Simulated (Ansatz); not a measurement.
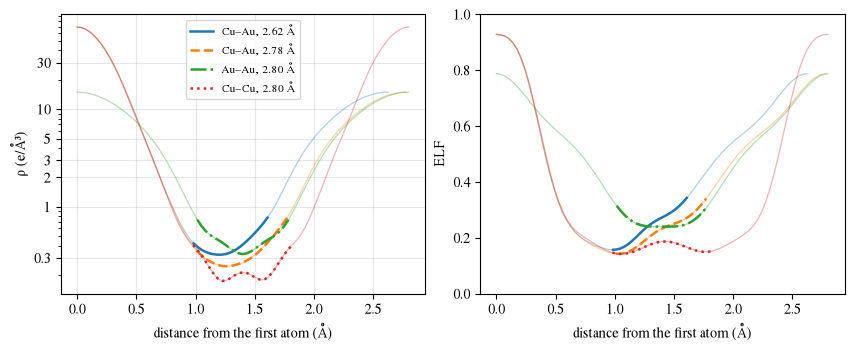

Figure 1: CuAu. Valence charge density (pseudo) and electron localisation function along straight lines between neighbouring atoms. Thin, pale parts lie inside the atomic spheres.

Space group Pmm2; changed on purpose from its base cell (atom 2 (Au) moved by (-0.150, +0.000) A along y and z); not relaxed (largest force 0.6 eV/Å); computed pressure about 8 GPa in this cell; computed without spin polarisation.

These are results of DFT PBE, scalar-relativistic, plane waves, PAW in Ansatz, not measurements.

In a PAW calculation such maps are meaningful between the atoms, not at the nuclei.

```
Cu Au
1.0
     2.80000    0.00000    0.00000
     0.00000    0.00000    3.67000
     0.00000   -2.80000    0.00000
Cu Au
1 1
Direct
  0.50000 0.50000 0.50000
  0.00000 0.00000 0.05357
```

**Compare the contacts.**

Cu–Au (2.62 Å): the density is about 0.35 e/Å³ at the midpoint; the ELF is about 0.25 at the midpoint; no localised pair shows between them.
Cu–Au (2.78 Å): ρ at the midpoint is about 0.27 e/Å³; the ELF is about 0.25 at the midpoint; no shared electron pair shows on this line.
Au–Au (2.80 Å): the density is about 0.33 e/Å³ at the midpoint; the ELF is about 0.25 at the midpoint: no shared electron pair shows on this line.
Cu–Cu (2.80 Å): ρ is about 0.21 e/Å³ halfway; the ELF is about 0.20 at the midpoint (no shared electron pair shows on this line).
